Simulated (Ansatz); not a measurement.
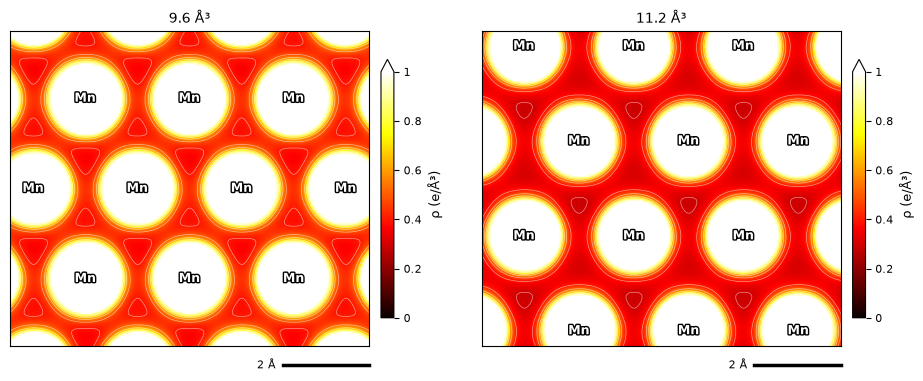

Mn. The valence pseudo-density of cells scaled evenly to different volumes (given per atom above each panel), on the (001) plane of each (indices in the axes of the cell below), at one length scale and on one colour scale.

A generated structure, not necessarily the stable one; the program warned that a starting moment wasn't kept; spin-polarised, but the moments vanished.

Theory: DFT, LDA (PW92), plane waves (420 eV) with PAW, scalar-relativistic (Ansatz).

The largest cell:

```yaml
crystal:
  lattice:
    - [-1.69770, 1.39568, 1.24323]
    - [1.39568, -1.69770, 1.24323]
    - [3.14163, 3.14163, -1.79638]
  atoms:
    - { symbol: Mn, position: [0.95877, 0.04123, 0.00000] }
    - { symbol: Mn, position: [0.79123, 0.20877, 0.50000] }
```

| volume (Å³/atom) | Mn–Mn contact in the plane (Å) | ρ at its midpoint (e/Å³) | 
| --- | --- | --- |
| 9.64 | 2.399 | 0.436 | 
| 10.04 | 2.431 | ? | 
| 11.24 | 2.525 | 0.350 | 

### What values belong in the row with question marks?

Over the known rows ln ρ falls by 1.74 per Å of Mn–Mn distance (the line through the two), which gives 0.412 e/Å³ at 2.431 Å; the calculation gives 0.411 e/Å³.
